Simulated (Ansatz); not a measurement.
**Run report: SiC, single-point calculation**

SiC (F-43m, 2 atoms in the cell), computed with DFT PBE, scalar-relativistic, plane waves, PAW, PAW set soft_1, no spin polarisation (Ansatz 0.2.0).

The structure derives from an entry of the Crystallography Open Database. Figures and captions count atoms from 1; the log counts them from 0 in places.

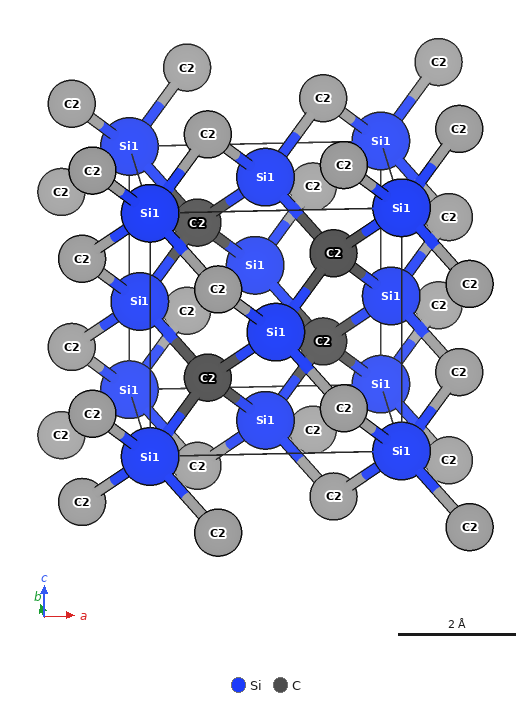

The structure as given in the input (ball-and-stick view of the cell 4 times as large as that of the calculation, set on its symmetry axes, seen at an oblique angle; neighbours outside the cell are drawn fainter; atoms are numbered from 1 in the order of the input). Near neighbours in the crystal (not all of them lie inside the picture): Si has 4 C at 1.88 Å; C has 4 Si at 1.88 Å.

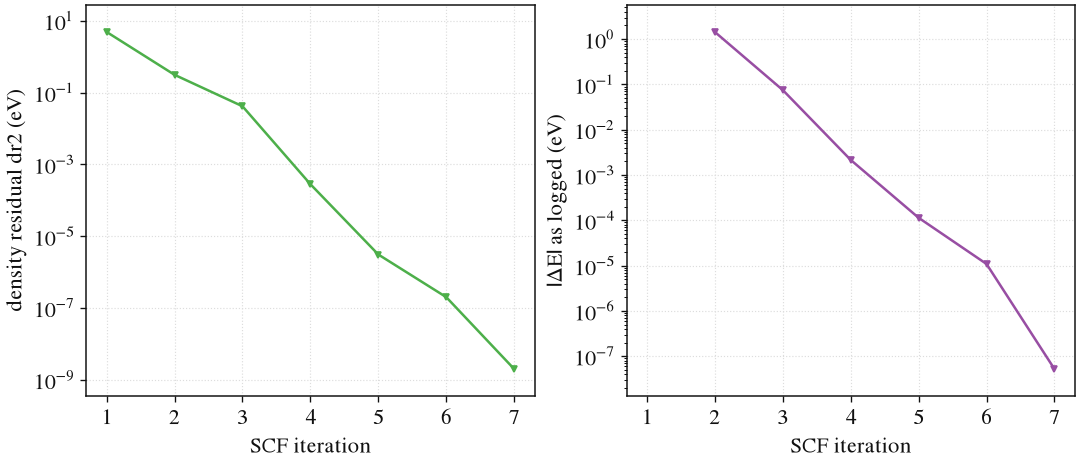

Convergence of the self-consistent field: density residual dr2 and size of the energy change against the SCF iteration. The residual falls at every step.

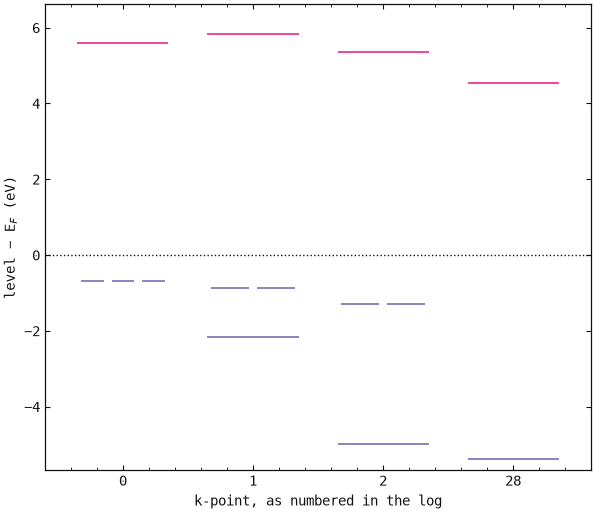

Kohn–Sham levels near the Fermi level (dotted) at the few k-points that the log prints; levels within 0.02 eV of each other stand side by side. Among these points the highest filled and lowest empty levels are 5.22 eV apart; the gap on the full mesh, 1.35 eV, has an edge at a point that isn't printed.

The input that produced these results follows, with the program's output.

## Input
```yaml
crystal:
  lattice:
    - [0.0, 2.174, 2.174]
    - [2.174, 0.0, 2.174]
    - [2.174, 2.174, 0.0]
  atoms:
    - { symbol: Si, position: [0.0, 0.0, 0.0] }
    - { symbol: C, position: [0.75, 0.75, 0.75] }
basis:
  ecutwfc: 420
kpoints:
  mp_grid: { grid: [8, 8, 8] }
hamiltonian:
  xc: pbe
  pseudopotentials: { kind: paw, azcp: { folder: soft_1 } }
scf:
  occupations: { method: gaussian, width: 0.1 }
output:
  forces: true
  stress: true
  eigenvalues: true
```

Launch command:
```bash
ansatz run input.yaml --threads 4 --pin off --max-ram 12288MiB --backend cpu --events-out ev --progress --plain --runs-dir out
```

## Output
```
Engine: ansatz 0.2.0, aarch64-unknown-linux-gnu
Pseudopotentials: kind: paw
Pseudopotential: Si, paw, valence charge 4, recommended cutoff 420 eV (normal), [file]
Pseudopotential: C, paw, valence charge 4, recommended cutoff 420 eV (normal), [file]
Functional definition: PBE
  parameter kappa = 0.804
  parameter beta = 0.06672455060314922
  exchange = pbe_x(kappa = kappa, mu = beta*pi^2/3)
  correlation = pbe_c(beta = beta)
Crystal: 2 atoms, lattice volume = 20.550 Å³
Basis set: ecut = 420 eV, 411 PW (Γ), exchange–correlation on 48×48×48 points (8 copies of the dense FFT grid, shifted against one another)
Bands: 8, of which v1, the nominal top of the filled ones, is band 4 counted from 1 (3 counted from 0)
Symmetry: 24 space group operations
Space group: F-43m (ITA 216), of the structure as read, at distance tolerance 2.7e-5 Å
k-points: 29 of 512 (time reversal used)
Non-local potential: Si, projectors of the file, l = 0: 2, l = 1: 2, l = 2: 1
Non-local potential: C, projectors of the file, l = 0: 2, l = 1: 2, l = 2: 1
PAW form: soft (Blöchl's): semilocal exchange-correlation on the pseudo side does not see the compensation charge
PAW one-centre angular grid: Si, 110 points (default); XC on 64 Gauss nodes
PAW one-centre angular grid: C, 110 points (default); XC on 64 Gauss nodes
Initial density: superposition of atomic densities (chi_scale 0.1, normalization cell, long waves kept (reshape's long-wave potential 0.00 eV rms))
Initial wavefunctions: pseudopotential atomic-orbital guess
Functional: x = pbe(κ = 0.804, μ = 0.2195149727645171), c = pbe(β = 0.06672455060314922)
SCF iter   1: F=—  HF=-888.671969 eV  |F-HF|=—  |Δ(HF+E_count)|=         —  Δρ=1.40e-1  dr2=4.89e0  ethr=3.10e-3  ⟨swp⟩=5.8  Hψ=1883  notcnv=0
preconditioner: auto → none  [insulator: Δε(μ)=3.279 eV  Ē_g=14.811 eV  σ=0.100 eV  W_gap=1.00  n_scr=0 (ndim 8)  ℏωp=23.2 eV  f_vac=0.000  D(μ)=0.00/eV (n_scr^D=0)  ε∞_Penn≈3.4]
SCF iter   2: F=—  HF=-887.232343 eV  |F-HF|=—  |Δ(HF+E_count)|=    1.44e0  Δρ=4.96e-2  dr2=3.13e-1  ethr=3.10e-3  ⟨swp⟩=3.1  Hψ=804  notcnv=0
SCF iter   3: F=—  HF=-887.157032 eV  |F-HF|=—  |Δ(HF+E_count)|=   7.53e-2  Δρ=1.98e-2  dr2=4.17e-2  ethr=3.10e-3  ⟨swp⟩=2.3  Hψ=482  notcnv=0
SCF iter   4: F=—  HF=-887.154874 eV  |F-HF|=—  |Δ(HF+E_count)|=   2.16e-3  Δρ=1.44e-3  dr2=2.81e-4  ethr=5.21e-4  ⟨swp⟩=1.9  Hψ=296  notcnv=0
SCF iter   5: F=—  HF=-887.154988 eV  |F-HF|=—  |Δ(HF+E_count)|=   1.14e-4  Δρ=2.13e-4  dr2=3.09e-6  ethr=3.52e-6  ⟨swp⟩=2.2  Hψ=348  notcnv=0
SCF iter   6: F=—  HF=-887.154998 eV  |F-HF|=—  |Δ(HF+E_count)|=   1.09e-5  Δρ=4.44e-5  dr2=2.01e-7  ethr=1.25e-9  ⟨swp⟩=7.1  Hψ=1405  notcnv=0
SCF iter   7: F=-887.154998 eV  HF=-887.154998 eV  |F-HF|=2.65e-10  |Δ(HF+E_count)|=   5.24e-8  Δρ=4.47e-6  dr2=2.00e-9  ethr=1.25e-9  ⟨swp⟩=4.0  Hψ=709  notcnv=0
SCF 1 converged in 7 iterations: F = -887.154998 eV  dr2 = 2.00e-9
  greatest PAW one-centre occupation: 0.648 electrons in one spin orbital (limit 2), on the C atom at site 1 (counted from 0), in its partial waves of l = 0
SCF converged after 7 iterations
Free energy (F): -887.154998 eV
Harris-Foulkes:  -887.154998 eV  (|F-HF|=2.65e-10)
Internal energy: -887.154998 eV  (E = F + TS)
E sigma→0 (E₀):  -887.154998 eV
Fermi energy:    10.246079 eV
--- Per-component energies (eV) ---
  E_band       = 29.243036
  E_kinetic    = 133.736229
  E_local      = -94.984385  (includes V_loc(G=0)·N_el)
  E_nonlocal   = 45.228239
  E_hartree    = 31.765092
  E_xc         = -105.791232
  E_vxc        = -108.854307  (∫ρ·V_xc dr)
  E_paw        = -611.670238  (= ΣΔE_a)
  E_vpaw       = -9.412972  (= ΣTr[D̂ρ^β])
  E_aug_tail   = 0.000053  (compensation charges beyond the density's cutoff)
  E_ewald      = -285.438757
  E_smearing   = -0.000000  (= −TS)
  E_closure    = -0.000000  (closes the sum)
  Σ components = -887.154998   (vs F -887.154998, Δ=0.00e0)
--- Forces (eV/Å), atoms counted from 1 ---
  atom   1  Si    -0.00000000     0.00000000    -0.00000000
  atom   2  C      0.00000000     0.00000000    -0.00000000
  max |Σ_I F_I| component: 6.01e-17 eV/Å
--- Stress (GPa, compression-positive) ---
        4.853186       0.000000      -0.000000
       -0.000000       4.853186       0.000000
       -0.000000       0.000000       4.853186
  P = ⅓ Tr σ = 4.8532 GPa (48.532 kbar)
--- Band table (eV; the first three rows and the last of 29) ---
  k-point 0: bands = ["-5.8930", "9.5697", "9.5697", "9.5697", "15.8549", "16.9228", "16.9228", "16.9228"]
  k-point 1: bands = ["-5.5867", "8.0829", "9.3682", "9.3682", "16.0907", "17.2745", "17.2745", "17.4520"]
  k-point 2: bands = ["-4.6910", "5.2631", "8.9617", "8.9617", "15.6093", "17.5183", "17.5183", "18.9651"]
  k-point 28: bands = ["-0.6074", "2.5332", "4.5476", "4.8530", "14.7866", "19.0564", "19.0968", "19.3715"]
```

## Key numbers

- outcome: converged
- space group (tolerance 0.01 Å): F-43m (216)
- electrons treated: 8
- free energy: −887.1550 eV
- Fermi energy: 10.246 eV
- gap on the k-point mesh: 1.35 eV
- pressure: 4.85 GPa
- largest force (length of the vector): under 0.001 eV/Å
- hardware: 4 threads of Arm Neoverse N1, 98 GiB of memory available, shared host
- wall time: 0.67 s (CPU time 1.6 s)
- peak memory: 0.25 GiB
